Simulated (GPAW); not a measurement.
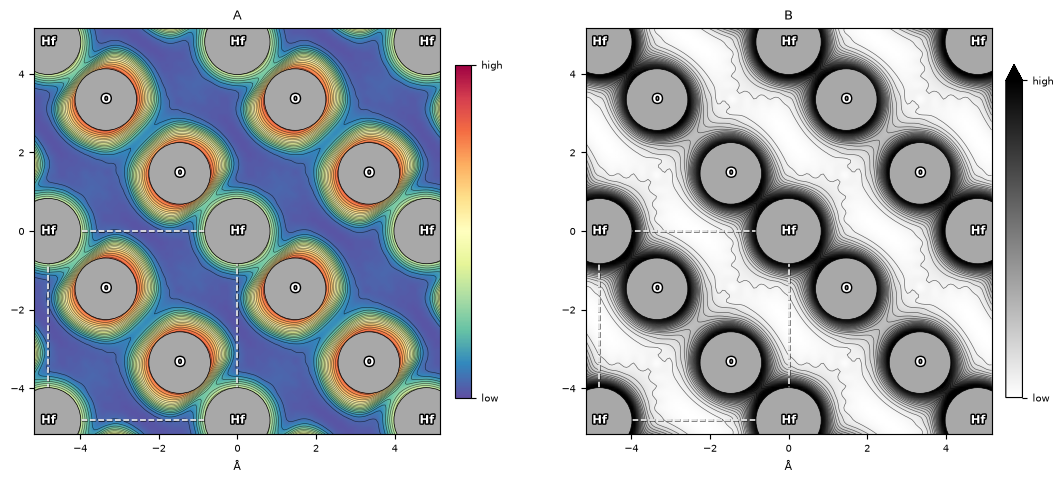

HfO2: 2 fields on the (001) plane of the conventional cell, with unlabelled colour scales. Grey discs cover the atomic cores.

Space group P4₂/mnm; a structure from a database of computed crystals, not necessarily the ambient phase; computed pressure about 9 GPa in this cell.

Computed with Kohn-Sham DFT of a periodic cell, PBE, GPAW PAW data sets (gpaw-data 1.2.1) (GPAW).

```cif
data_structure
_symmetry_space_group_name_H-M 'P 1'
_symmetry_Int_Tables_number 1
_cell_length_a 4.8135
_cell_length_b 4.8135
_cell_length_c 3.2054
_cell_angle_alpha 90.000
_cell_angle_beta 90.000
_cell_angle_gamma 90.000
_cell_volume 74.27
loop_
_atom_site_label
_atom_site_type_symbol
_atom_site_fract_x
_atom_site_fract_y
_atom_site_fract_z
_atom_site_occupancy
Hf1 Hf 0.50000 0.50000 0.50000 1
Hf2 Hf 0.00000 0.00000 0.00000 1
O1 O 0.80504 0.19496 0.50000 1
O2 O 0.69496 0.69496 0.00000 1
O3 O 0.30504 0.30504 0.00000 1
O4 O 0.19496 0.80504 0.50000 1
```

Question: Match the panels to the quantities (electron localisation function and valence pseudo-density).

Answer: Panel A: electron localisation function. Panel B: valence pseudo-density. From the grid: Hf–O (2.08 Å): ρ at the midpoint is about 0.67 e/Å³; the ELF peaks at about 0.85 in the valence shell of O, 0.6 Å from its nucleus, and drops to about 0.25 between the two atoms; no localised pair shows between them.
